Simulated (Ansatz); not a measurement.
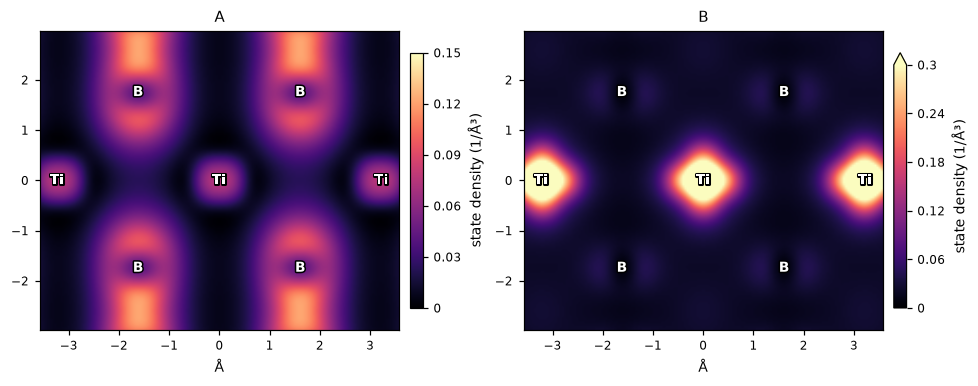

TiB₂: densities of the states in two energy windows, on the (110) plane of the conventional cell.

Space group P6/mmm.

Theory: DFT PBE, scalar-relativistic, plane waves, PAW in Ansatz.

In a PAW calculation such maps are meaningful between the atoms, not at the nuclei.

The windows, about the Fermi level, are −13.6 to −9.0 eV and −1.2 to 0.0 eV. Which panel shows which?

Panel A: −13.6 to −9.0 eV, the lower third of the occupied valence band, mainly B 2s (45 %), B 2p (30 %) and Ti 3d (10 %).
Panel B: −1.2 to 0.0 eV, the filled states just under the Fermi level, mainly Ti 3d (80 %) and B 2p (20 %).
The characters are Löwdin shares on a minimal set of atomic orbitals. At the bottom of an sp band the diffuse p orbitals of such a set take a share of s-like charge between the atoms, so the p share there is overstated.

The run took 4.7 s on 1 thread of Arm Neoverse N1, with other jobs on the host, peak memory 0.32 GiB.
